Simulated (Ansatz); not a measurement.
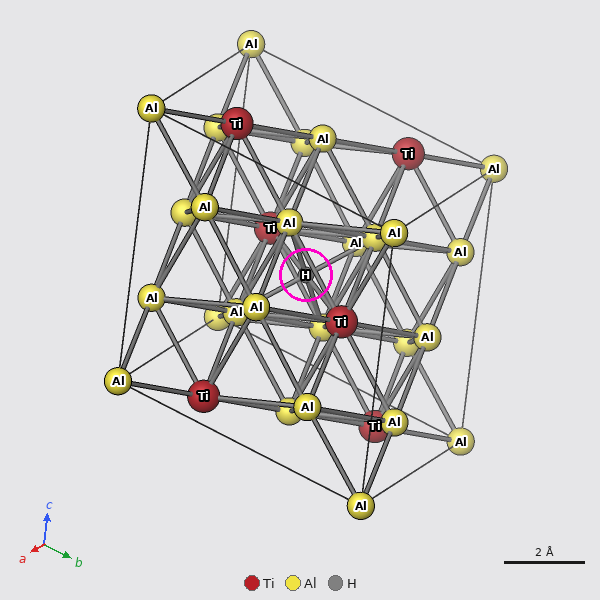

Ball-and-stick representation of a periodic structure, projected slightly off an axis. The wireframe shows the supercell. The host is TiAl3, in a cell of 16 sites, and the cell is neutral. A ring marks the defect's site.

Which defect is modelled here, and what are its neighbours?

An interstitial hydrogen atom. It is bonded to four Al and two Ti in an octahedral arrangement (about 2.0 Å to Al, 2.0 Å to Ti).

The atoms were relaxed in the host's cell with Ansatz, DFT PBE, scalar-relativistic, plane waves, PAW.
